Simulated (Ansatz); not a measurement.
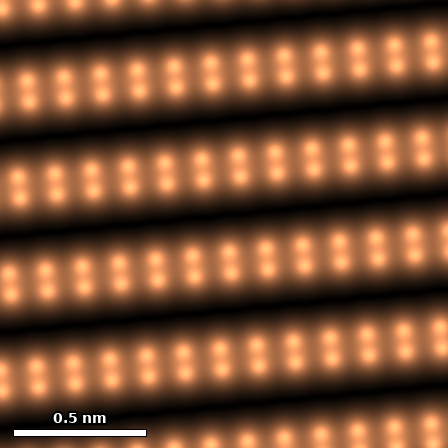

Map of the projected electrostatic potential of a crystal. Computed as the sum of neutral-atom potentials (tabulated electron scattering factors, B = 0.5 Å²) projected along the beam and smoothed by 0.25 Å; brighter is more positive. The display is stretched by a gamma of 0.6; percentages refer to the linear signal.

> Measure the repeat of the pattern.

The pattern repeats on a centred rectangular net of 1.4 × 7.2 Å.

> Which plane group does this projection have?

c2mm: perpendicular mirror lines on a centred net, with further twofold points between them.

> How many columns does the smallest repeating cell hold, and how many levels of brightness?

2 columns in the primitive cell of 5.1 Å², all of one brightness.

The crystal is B (Cmcm, No. 63) seen along [101]. Structure: the geometry relaxed with Ansatz 0.2.0, DFT, LDA (PW92), plane waves (420 eV) with PAW, scalar-relativistic; the starting structure was generated, so it need not be a known form of this composition.
